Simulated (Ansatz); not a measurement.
Run report: SiO$_{2}$, molecular dynamics (part 3 of 3)

The same run, continued: SiO$_{2}$ (slab, 24 atoms in the cell); DFT PBE, scalar-relativistic, plane waves, PAW, PAW set soft_1, no spin polarisation (Ansatz 0.2.0); cutoff 420 eV, 2×2×1 k-mesh, Fermi–Dirac smearing of 0.05 eV. The structure derives from an entry of the Crystallography Open Database. The input holds or restrains some coordinates. It belongs to a series of runs on one base structure; here: dynamics from the last frame of the run before.

Geometry of the input (Å; fractional positions):
```
5.9206  0.0000  0.0000
0.0000  5.3368  0.0000
0.0000  0.0000  17.7714
Si 0.0000  0.0000  0.0563
Si 0.5000  0.2500  0.0563
O  0.9960  -0.0050  0.1675
O  0.1941  0.2500  0.0563
O  0.4976  -0.0014  0.1124
O  0.8059  0.2500  0.0563
Si 0.4897  -0.0502  0.2618
Si -0.0201  0.1849  0.2486
O  0.5169  -0.1442  0.3610
O  0.6904  0.1874  0.2655
O  0.0265  -0.0629  0.2985
O  0.3158  0.2112  0.2513
Si 0.0000  0.5000  0.0563
Si 0.5000  0.7500  0.0563
O  0.9911  0.4913  0.1622
O  0.1941  0.7500  0.0563
O  0.4992  0.4880  0.1186
O  0.8059  0.7500  0.0563
Si 0.5033  0.4661  0.2540
Si 0.0058  0.6893  0.2428
O  0.5164  0.5295  0.3481
O  0.6886  0.7263  0.2309
O  -0.0042  0.4445  0.2958
O  0.3208  0.7132  0.2342
```

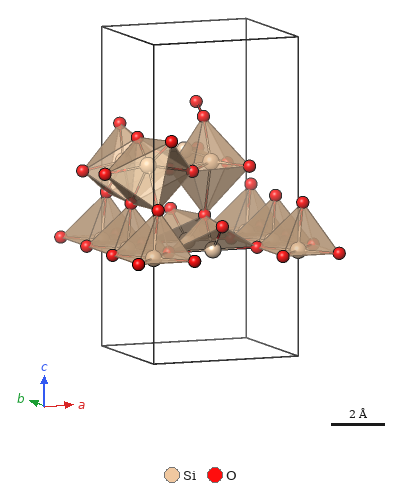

**Figure 1.** The geometry at step 75 of the log (polyhedral view of the cell of the calculation, with the vacuum cut short, seen slightly off an axis; polyhedra are completed across the faces of the cell).

**Trajectory as extended XYZ, continued**
```
24
Lattice="5.9206 0.0000 0.0000 0.0000 5.3368 0.0000 0.0000 0.0000 17.7714" Properties=species:S:1:pos:R:3:forces:R:3 step=15 time_fs=22.5 energy=-14168.81170 temperature=1408.6
Si    0.0000    0.0000    1.0000   -0.0806   0.1108   5.9352
Si    2.9603    1.3342    1.0000   -0.0290  -1.0260   0.0787
O     5.8008   -0.0835    2.7110    0.9658   0.6431   3.0124
O     1.1492    1.3342    1.0000   -1.6226  -0.6022  -3.4815
O     2.9620   -0.0292    2.0062   -0.0549   0.5393  -0.5000
O     4.7714    1.3342    1.0000    1.5042   0.0328  -3.3440
Si    3.0449   -0.3297    4.7968   -0.4464  -0.3359  -2.5397
Si   -0.0532    0.9674    4.2367    1.2176   0.8465   2.4173
O     3.0548   -1.0417    6.3701   -1.5967   6.0101   0.8041
O     4.0328    1.1893    4.2984    2.8103  -3.7184   0.4485
O     0.0657   -0.3791    5.3411   -0.5091   1.2407  -3.1574
O     1.8838    1.0435    4.3322    0.4449  -0.4773   0.9787
Si    0.0000    2.6684    1.0000    0.0869  -0.1575   6.3112
Si    2.9603    4.0026    1.0000    0.0010  -1.3429   0.7722
O     6.0073    2.5612    2.7453   -0.4840   0.5252   1.5849
O     1.1492    4.0026    1.0000   -1.6062  -0.0446  -3.1348
O     2.9301    2.5908    2.0220    0.3883   1.9486   0.1103
O     4.7714    4.0026    1.0000    1.4687  -0.6622  -3.2724
Si    3.0081    2.3928    4.5862   -1.1370   3.5091   0.3510
Si    0.1664    3.6704    4.1557   -3.0382  -0.9183   2.6934
O     3.4105    3.0574    6.3794   -0.1705  -5.6623  -1.4849
O     4.1878    3.7542    4.2445   -2.0043   0.3425  -1.3762
O     0.0566    2.3434    5.3839    0.2147  -0.2715  -3.8090
O     1.8337    3.7632    4.1357    3.6771  -0.5296   0.6021
24
Lattice="5.9206 0.0000 0.0000 0.0000 5.3368 0.0000 0.0000 0.0000 17.7714" Properties=species:S:1:pos:R:3:forces:R:3 step=30 time_fs=45.0 energy=-14168.64263 temperature=1851.4
Si    0.0000    0.0000    1.0000    0.4123  -0.2572   6.4138
Si    2.9603    1.3342    1.0000   -0.1156  -3.3415  -0.9373
O     5.9536   -0.1438    2.8862    1.1652   0.1327  -3.8649
O     1.1492    1.3342    1.0000   -1.3760  -1.0448  -3.5874
O     2.9584   -0.0384    1.9785    0.0072   1.3564  -0.2391
O     4.7714    1.3342    1.0000    1.6340  -0.5343  -2.8395
Si    3.2159   -0.3398    4.7164   -0.9946   1.2284   0.3794
Si    0.2372    1.0072    4.1361   -0.9558  -0.8402   0.6491
O     3.0871   -0.7924    6.4833    1.0830  -2.0447  -2.7325
O     4.2666    0.9547    4.0942   -2.3471   3.0680   1.0362
O    -0.1461   -0.3106    5.1069    1.9780  -0.0205   2.2529
O     2.0639    0.9855    4.3698    0.0133   1.3717   0.3853
Si    0.0000    2.6684    1.0000    0.5859  -0.0386   6.3785
Si    2.9603    4.0026    1.0000   -0.2223   1.9126  -1.1852
O     6.1288    2.5674    2.7061   -0.9958   0.6210  -1.3718
O     1.1492    4.0026    1.0000   -1.4806   0.3392  -3.6605
O     2.9700    2.6606    1.8423   -0.0104  -0.0508   2.7385
O     4.7714    4.0026    1.0000    1.6971   0.0148  -2.9423
Si    3.1613    2.4940    4.4891   -1.8207  -2.4780   2.2486
Si    0.0349    3.7727    4.0698    1.5079  -0.3840  -0.9163
O     3.4060    2.8857    6.3179   -1.0726   1.7596  -1.6325
O     4.1576    3.6998    3.9998    1.9228   0.5098  -0.8823
O     0.2356    2.3958    4.8705   -0.6567   0.6552   4.2069
O     1.9933    3.9095    4.1498    0.0415  -1.9345   0.1024
24
Lattice="5.9206 0.0000 0.0000 0.0000 5.3368 0.0000 0.0000 0.0000 17.7714" Properties=species:S:1:pos:R:3:forces:R:3 step=45 time_fs=67.5 energy=-14168.40545 temperature=2329.2
Si    0.0000    0.0000    1.0000    0.8008   0.0447   5.0619
Si    2.9603    1.3342    1.0000   -0.2248   1.3397   0.8958
O     6.2042   -0.0276    2.7042   -0.6346   0.6071   2.6670
O     1.1492    1.3342    1.0000   -1.0785  -0.8843  -4.3937
O     3.1360   -0.0113    1.9657   -1.5847   0.5331  -0.0595
O     4.7714    1.3342    1.0000    2.1612   0.3953  -2.7048
Si    3.2065   -0.2675    4.6281   -0.8246   0.1588  -2.2983
Si    0.3035    1.1666    4.1186    0.0915  -2.4463   1.9378
O     3.4301   -0.9506    6.1222    0.4129   0.4381   0.9168
O     4.2459    1.1552    4.2963    2.8158  -2.6787  -0.6274
O     0.1885   -0.3407    5.3138   -0.0647   1.6327  -4.4802
O     2.1052    1.1710    4.5461    0.1281  -2.1203  -1.0755
Si    0.0000    2.6684    1.0000    1.0149  -0.0037   5.7417
Si    2.9603    4.0026    1.0000   -0.1577  -2.1694   1.3375
O     6.3273    2.6669    2.6598   -1.4734  -1.3094   0.2551
O     1.1492    4.0026    1.0000   -0.8752   0.7337  -4.3839
O     2.9224    2.6285    2.1044    0.4691  -0.4400  -2.6414
O     4.7714    4.0026    1.0000    2.2284  -0.4944  -2.9661
Si    3.3011    2.4729    4.4491   -1.8426   2.2665  -2.5117
Si    0.1851    3.8488    3.9537    0.9352  -0.4869   2.3157
O     3.1668    2.9753    5.9943    1.0079   0.0322   2.7750
O     4.4083    3.6954    3.5901   -1.0648   1.2992   3.5349
O     0.3276    2.5061    4.9687   -1.7423   1.2050   1.4325
O     2.1592    3.7790    4.0738   -0.4979   2.3473  -0.7294
24
Lattice="5.9206 0.0000 0.0000 0.0000 5.3368 0.0000 0.0000 0.0000 17.7714" Properties=species:S:1:pos:R:3:forces:R:3 step=60 time_fs=90.0 energy=-14168.26351 temperature=1850.5
Si    0.0000    0.0000    1.0000    1.1307   0.4515   7.5976
Si    2.9603    1.3342    1.0000   -0.3283  -1.8359  -1.3150
O     6.2251    0.1094    2.7782   -1.1247  -1.4910  -0.5368
O     1.1492    1.3342    1.0000   -1.1948   0.3695  -4.0948
O     2.9748   -0.0304    2.0154    0.4881   1.3766  -0.3991
O     4.7714    1.3342    1.0000    2.0698  -0.0324  -2.6584
Si    3.1791   -0.1844    4.3478    2.8505  -1.3898   1.5070
Si    0.2683    1.2249    4.3548    0.1645   1.7624  -1.2379
O     3.6465   -1.0412    5.9366   -2.5206  -0.2176   1.7913
O     4.4459    1.0805    4.3921   -1.4401   1.9789  -1.3414
O     0.4577   -0.1824    5.0944   -0.1764   0.9035   3.4789
O     2.2486    1.1327    4.3983   -1.8857   3.4554  -1.2347
Si    0.0000    2.6684    1.0000    1.2561  -0.2829   6.8461
Si    2.9603    4.0026    1.0000   -0.1814  -0.4090  -0.4858
O     6.3067    2.6115    2.8522   -1.8000   0.4247  -0.0316
O     1.1492    4.0026    1.0000   -1.5875  -0.2875  -3.2578
O     3.0590    2.6079    1.9726   -0.0109   1.1177   2.1890
O     4.7714    4.0026    1.0000    2.2765  -0.1147  -2.2244
Si    3.3733    2.5745    4.2023   -0.8081  -0.4164   2.3446
Si    0.4272    3.9058    4.1410   -1.8375  -2.2707  -1.5676
O     3.0400    2.8882    5.9552    1.8230   2.4927  -1.6383
O     4.3850    3.9998    3.9260    1.0986  -2.4968  -2.2848
O     0.1226    2.6750    5.3460    1.8294  -1.3411  -2.7293
O     2.1405    3.9528    3.7911   -0.0912  -1.7473   1.2832
24
Lattice="5.9206 0.0000 0.0000 0.0000 5.3368 0.0000 0.0000 0.0000 17.7714" Properties=species:S:1:pos:R:3:forces:R:3 step=75 time_fs=112.5 energy=-14167.57914 temperature=1627.7
Si    0.0000    0.0000    1.0000    0.6948  -0.0674   7.4151
Si    2.9603    1.3342    1.0000    0.0616   1.6405   0.8305
O     6.0765   -0.0786    2.8420    0.6361   0.8174   0.6151
O     1.1492    1.3342    1.0000   -1.5495   0.0997  -3.4527
O     2.8308    0.0401    2.0643    2.0020  -0.6907  -0.9719
O     4.7714    1.3342    1.0000    1.8333  -0.9059  -2.8682
Si    3.3513   -0.0960    4.3031   -2.1980  -0.5562  -0.5042
Si    0.2971    1.3172    4.3844    2.5122  -3.0922  -1.9141
O     3.4711   -0.9928    6.2741    0.0756   3.3213  -1.8498
O     4.4398    1.2855    4.1421   -0.2489  -1.6500   1.4581
O     0.6966   -0.0932    5.4644   -2.5998   0.5125  -4.0622
O     2.1739    1.4747    4.0372    0.7263  -3.3481   1.5717
Si    0.0000    2.6684    1.0000    0.5203  -0.2190   7.5191
Si    2.9603    4.0026    1.0000   -0.0258  -0.7548   1.2091
O     6.0180    2.5720    2.7657    1.1822   0.4854   0.4748
O     1.1492    4.0026    1.0000   -1.5313  -0.4550  -3.2179
O     3.1554    2.6889    2.1442   -0.5850  -1.0452  -2.3257
O     4.7714    4.0026    1.0000    1.9469   0.6939  -2.8016
Si    3.3899    2.6333    4.1994   -2.2833   1.4367  -1.4902
Si    0.3218    3.9278    4.2115    2.5467   1.3860  -0.9342
O     3.2816    3.1229    5.8754   -0.2295  -3.5890   1.1473
O     4.5581    3.8786    3.9242   -3.0940   2.1954   1.3527
O     0.3795    2.6291    5.2838   -0.5790   1.4890   0.4082
O     2.2085    3.8896    3.8023    0.1861   2.2956   2.3908
24
Lattice="5.9206 0.0000 0.0000 0.0000 5.3368 0.0000 0.0000 0.0000 17.7714" Properties=species:S:1:pos:R:3:forces:R:3 step=90 time_fs=135.0 energy=-14168.60520 temperature=1925.8
Si    0.0000    0.0000    1.0000    0.3085  -0.1099   7.4121
Si    2.9603    1.3342    1.0000    0.1210   0.6923  -0.0061
O     5.9944   -0.0433    2.8789    1.6944   0.9400  -1.6656
O     1.1492    1.3342    1.0000   -1.1565  -0.7929  -3.3186
O     3.0651   -0.0160    1.9917   -0.7801   0.3523  -0.7093
O     4.7714    1.3342    1.0000    2.0402  -0.2428  -2.9953
Si    3.3552   -0.0423    4.3440    0.4811   0.5382   0.5124
Si    0.4573    1.2546    4.1937   -2.6558  -0.1030  -0.0090
O     3.1946   -0.6814    5.9424    1.5102  -1.5096   3.0689
O     4.3349    1.3124    4.1305    1.2436   1.1735   0.9111
O     0.4298   -0.0954    5.2302   -1.2265   2.5266   0.4773
O     2.2033    1.2052    3.9563   -1.7109   1.9163   0.8835
Si    0.0000    2.6684    1.0000    0.3479   0.0685   6.6182
Si    2.9603    4.0026    1.0000    0.1977  -1.3744  -0.0614
O     6.0945    2.6784    2.6839    0.5468  -0.4455   1.8608
O     1.1492    4.0026    1.0000   -1.0070   0.7043  -3.4681
O     3.0289    2.6512    2.0663   -0.3895   0.6001   0.7033
O     4.7714    4.0026    1.0000    1.9810   0.1086  -3.1777
Si    3.1260    2.7461    4.1335    3.3756  -1.1993   1.3008
Si    0.4710    3.9832    4.2019   -4.2302   0.8946  -2.2197
O     3.5497    3.0829    5.9314   -1.9581   2.6028  -0.8266
O     4.3231    4.0262    3.9437    1.2621  -1.5938  -1.5495
O     0.5614    2.6838    5.1241   -0.9457  -3.1410   0.2631
O     2.0969    4.1359    4.1352    0.9501  -2.6060  -4.0042
24
Lattice="5.9206 0.0000 0.0000 0.0000 5.3368 0.0000 0.0000 0.0000 17.7714" Properties=species:S:1:pos:R:3:forces:R:3 step=105 time_fs=157.5 energy=-14168.76215 temperature=1802.9
Si    0.0000    0.0000    1.0000    0.2897   0.0866   2.8152
Si    2.9603    1.3342    1.0000   -0.2756   3.0425  -1.1891
O     6.1175    0.1832    2.5666   -0.3870  -2.0903   4.1099
O     1.1492    1.3342    1.0000   -0.8453   1.0203  -4.7431
O     3.0203    0.0222    1.9083   -0.2477  -0.3087   1.2871
O     4.7714    1.3342    1.0000    1.2850   0.7658  -3.2801
Si    3.3519   -0.0091    4.4233   -1.3162   0.0249   0.5206
Si    0.2903    1.2569    3.8721   -0.6605   0.4094   5.2772
O     3.1326   -0.6804    6.1086    0.0615   2.4081  -2.2498
O     4.3861    1.4293    4.2015   -2.7794  -0.7804  -0.7364
O    -0.0681   -0.0869    4.9961    1.9679   0.0084  -1.3239
O     2.0965    1.3120    4.3423    1.6774  -1.1894  -1.1991
Si    0.0000    2.6684    1.0000    0.5490  -0.2398   5.3781
Si    2.9603    4.0026    1.0000   -0.3220  -1.9527  -0.5367
O     5.9905    2.6099    2.7975    0.5981   0.6513  -2.5431
O     1.1492    4.0026    1.0000   -1.8826  -0.0687  -3.2247
O     2.8610    2.6810    2.0607    1.4402  -1.6324  -0.5433
O     4.7714    4.0026    1.0000    2.0442  -0.2534  -2.3904
Si    3.2229    2.7186    4.2174   -1.9936   0.7534  -0.1282
Si    0.1664    3.8877    4.0444    1.3861  -0.2213   2.5940
O     3.5116    3.3710    5.8796   -0.1209  -3.3685   0.2785
O     4.2995    3.9793    3.6824   -0.7368   1.1967   0.6069
O     0.3671    2.5627    5.1129   -1.2188   0.8190  -1.3048
O     1.9449    3.9672    3.7168    1.4872   0.9192   2.5253
24
Lattice="5.9206 0.0000 0.0000 0.0000 5.3368 0.0000 0.0000 0.0000 17.7714" Properties=species:S:1:pos:R:3:forces:R:3 step=120 time_fs=180.0 energy=-14169.48954 temperature=1845.8
Si    0.0000    0.0000    1.0000    0.5709  -0.2642   6.1325
Si    2.9603    1.3342    1.0000   -0.2066  -1.6589   0.0922
O     6.1262   -0.1117    2.7144   -1.0699   2.7937  -0.9372
O     1.1492    1.3342    1.0000   -1.3272   0.2292  -3.7341
O     2.8873   -0.0059    2.0389    0.7334   0.9430  -2.3110
O     4.7714    1.3342    1.0000    1.8902  -0.8193  -3.1920
Si    3.2752   -0.0212    4.5675   -0.9473   0.6226  -2.3766
Si    0.0430    1.3094    4.0004    0.6817  -1.3349   2.2954
O     3.2122   -0.5324    6.1366    0.1642  -2.3213  -0.3063
O     4.1968    1.4288    4.1400    1.2352  -1.2006  -0.9549
O    -0.0063   -0.0989    4.9462    0.3222   0.8251   1.1458
O     2.1226    1.3062    4.4160   -2.6486  -0.1519  -0.5263
Si    0.0000    2.6684    1.0000    0.2884   0.1225   4.0326
Si    2.9603    4.0026    1.0000   -0.1114   0.4094   1.1418
O     6.0135    2.6748    2.6410   -0.1118  -1.6594   2.7832
O     1.1492    4.0026    1.0000   -0.9648  -0.6469  -4.2030
O     3.0968    2.6257    1.9689   -1.1770   0.6594   0.0857
O     4.7714    4.0026    1.0000    1.5395   0.4089  -3.4192
Si    3.0452    2.7753    4.2599    1.1385  -1.0025   1.0176
Si    0.0703    3.8721    3.9992    0.7449   2.5871  -0.2453
O     3.3979    3.2283    5.9418   -0.7352   1.5263   0.2285
O     4.1509    4.0502    3.6561    1.6067  -0.0486   1.9776
O     0.0064    2.6513    5.0875    1.2673  -0.8485  -0.9900
O     1.9963    3.9181    3.7506   -2.8834   0.8300   2.2629
```
